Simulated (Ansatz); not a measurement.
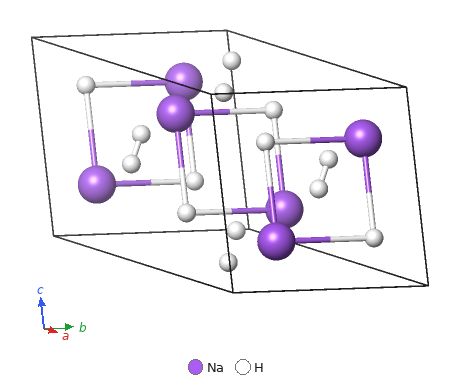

Ball-and-stick representation of a periodic structure, projected slightly off an axis. The parallelepiped is the conventional unit cell. Cell: a = 12.59 Å, b = 4.59 Å, c = 4.56 Å, α = 90.00°, β = 109.83°, γ = 90.00°.

The model was built from a structure type filled with these elements by a generator (whether the compound takes this form wasn't checked). Earlier steps of the study may have refined or changed the cell and positions. Ansatz was used for an electronic-structure calculation on it.

### What structure is drawn here?

Its composition is NaH3. The structure has C2/c (No. 15) symmetry and a base-centred monoclinic lattice. Cell content 4 Na, 12 H; Z = 4. The neighbours of Na are four H in a square planar arrangement at about 2.3 Å. H takes two kinds of site: 8f with one H at about 0.8 Å; 4e with four Na in a square planar arrangement at about 2.3 Å.

Level of theory and settings: DFT PBE, scalar-relativistic, plane waves, PAW in Ansatz, wavefunction cutoff 420 eV, k-points about 0.24 Å⁻¹ apart, Gaussian smearing of 0.02 eV, no spin polarisation.

### What is the band gap, if any?

An insulator at this level, with a gap of 3.00 eV, indirect.

### What net charge does each kind of atom have (Bader)?

Na +0.82 e; H -0.79 to -0.01 e.

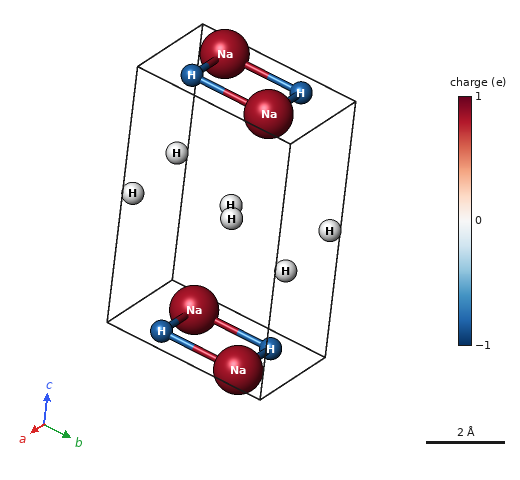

The atoms coloured by those charges. The run's cell of 8 atoms is drawn in a reduced setting, so axes and origin can differ from the first picture.

### Can this geometry be taken as optimised?

Yes. All forces vanish to within 0.01 eV/Å. The pressure is 0.0 GPa, close to zero.
